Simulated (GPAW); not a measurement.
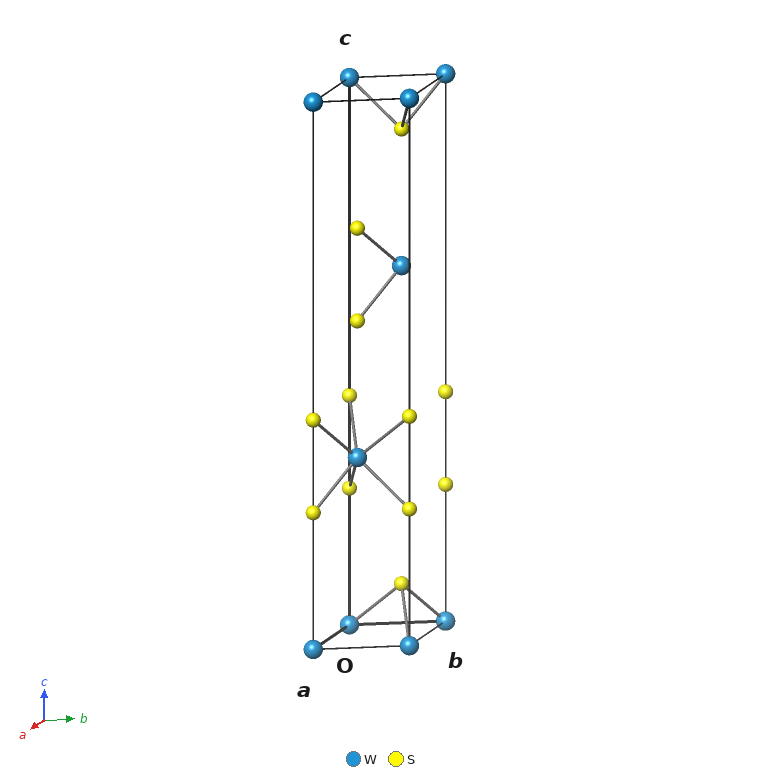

Crystal: WS2, an entry of the Crystallography Open Database, as set up for an electronic-structure calculation. One unit cell is drawn above. Geometry calculated from the standardised cell; symmetry tolerance 0.002 Å.

```
W S
1.0
     3.15800    0.00000    0.00000
    -1.57900    2.73491    0.00000
     0.00000    0.00000   18.49000
W S
3 6
Cartesian
  0.0000 0.0000 0.0000
  1.5790 0.9116 6.1633
  0.0000 1.8233 12.3267
  0.0000 1.8233 1.5840
  0.0000 0.0000 4.6170
  0.0000 0.0000 7.7473
  1.5790 0.9116 10.7803
  1.5790 0.9116 13.9106
  0.0000 1.8233 16.9436
```

Question: What is its point group?

Answer: 3m (C3v), order 6, trigonal system: one threefold axis, three mirror planes.

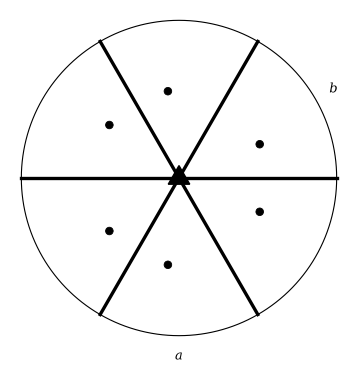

Stereographic projection: filled dots lie in the upper hemisphere, open rings in the lower; heavy lines are mirror planes (a heavy rim: a mirror in the plane of the page); lens, triangle, square and hexagon are 2-, 3-, 4- and 6-fold axes, a lens in an open square is −4, a triangle in an open hexagon −6; thin dashed diameters join the ends of axes that lie in the page; a small open circle marks inversion. The poles are one general form. The c axis points at the viewer.

Question: What does this class allow?

Answer: Class 3m is not centrosymmetric; polar, so pyroelectricity and piezoelectricity are allowed; it is not chiral. Its Laue class is -3m.
